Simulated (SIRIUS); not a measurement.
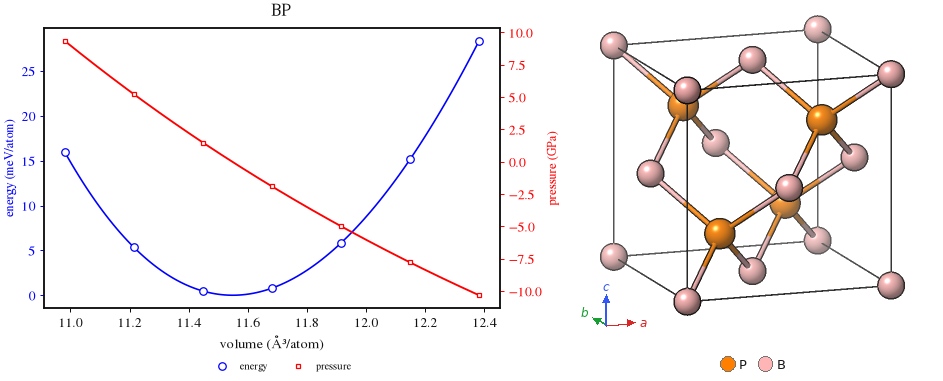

Energy and pressure against volume for BP, space group F-43m (No. 216). The conventional cell is drawn beside the plot.

A third-order Birch–Murnaghan fit gives V0 = 11.55 Å³/atom, B0 = 169 GPa and B′ = 3.8. The energy is 15.96 meV/atom at volume 10.98 Å³/atom and 28.34 meV/atom at 12.38 Å³/atom; the lowest computed point is at volume 11.45 Å³/atom (0.47 meV/atom), and no other minimum shows. The pressure falls from 9.35 GPa at volume 10.98 Å³/atom to −10.32 GPa at 12.38 Å³/atom, and changes sign near 11.55 Å³/atom.

Computed with SIRIUS 7.10.0: plane-wave DFT, no spin polarisation; energies at scaled volumes of the given cell, shape and fractions fixed, counted from the fit's minimum, third-order Birch-Murnaghan fit. Level: PBEsol.

k mesh 10×10×10; occupations Fermi–Dirac; smearing width 0.05 eV; potentials dojo sr pbesol 0.4.1 standard; wave cutoff 1054 eV; density cutoff 4214 eV.

Cell as given: a = 3.209 Å, b = 3.209 Å, c = 3.209 Å, α = 60.00°, β = 60.00°, γ = 60.00°; 2 atoms.
